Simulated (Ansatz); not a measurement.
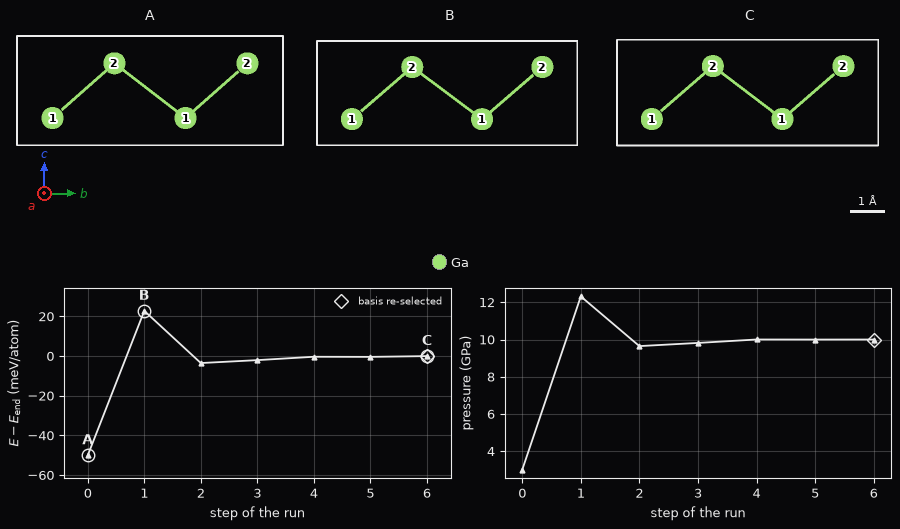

Frames of a relaxation of a crystal of Ga (set up in C2/c), marked on the history of the run. The picture is a ball-and-stick view of the conventional cell (2 times the calculation's cell), seen along the a axis. Lengths and directions refer to the drawn axes.

Case: relaxed at 10 GPa.

Method: DFT PBEsol, scalar-relativistic, plane waves, PAW (Ansatz). (plane-wave cutoff 420 eV; k-point mesh 16 × 16 × 12; occupations fermi dirac; smearing width 0.15 eV; target pressure 10 GPa; no spin polarisation; cell and atoms relaxed; force threshold 0.001 eV/Å; at most 60 steps)

What happens along the run?

Answer. The energy rises by 50.0 meV per atom in 5 accepted moves (6 points after the start). With the target pressure of 10 GPa, the enthalpy E + pV changes by −30.0 meV per atom. The largest force component goes from 0.00012 to 0.00062 eV/Å. The pressure goes from 3.00 to 10.00 GPa. At 1 point the geometry stayed and the basis and grid were re-selected for the new cell (energy shift of 0.4 meV per atom at most each time). No atom moves by more than 0.005 Å relative to the cell. The drawn cell changes as follows: a 2.705 → 2.636 Å (−2.6 %), b 7.860 → 7.720 Å (−1.8 %), c 3.240 → 3.134 Å (−3.3 %), β 93.7° → 93.9°; the volume changes by −7.5 %. Among the contacts that change: Ga1–Ga1 2.705 → 2.636 Å, Ga1–Ga2 2.742 → 2.675 Å, Ga1–Ga2 (another image) 2.652 → 2.586 Å, Ga1–Ga2 (another image) 2.844 → 2.779 Å. The space group stays C2/c (No. 15). From step 0 to 1: volume −9.4 %, energy +72.8 meV per atom. From step 1 to 6: volume +2.1 %, energy −22.8 meV per atom.

```csv
step,"E − E(0), meV/atom","largest force component, eV/Å","pressure, GPa","volume, Å³/atom",note
0,0.00,0.0001,3.00,17.183,
1,72.84,0.0860,12.32,15.574,
2,46.53,0.0128,9.65,15.953,
3,48.00,0.0100,9.82,15.928,
4,49.70,0.0065,10.00,15.900,
5,49.64,0.0006,10.00,15.901,
6,50.03,0.0006,10.00,15.901,"same geometry, new basis"
```
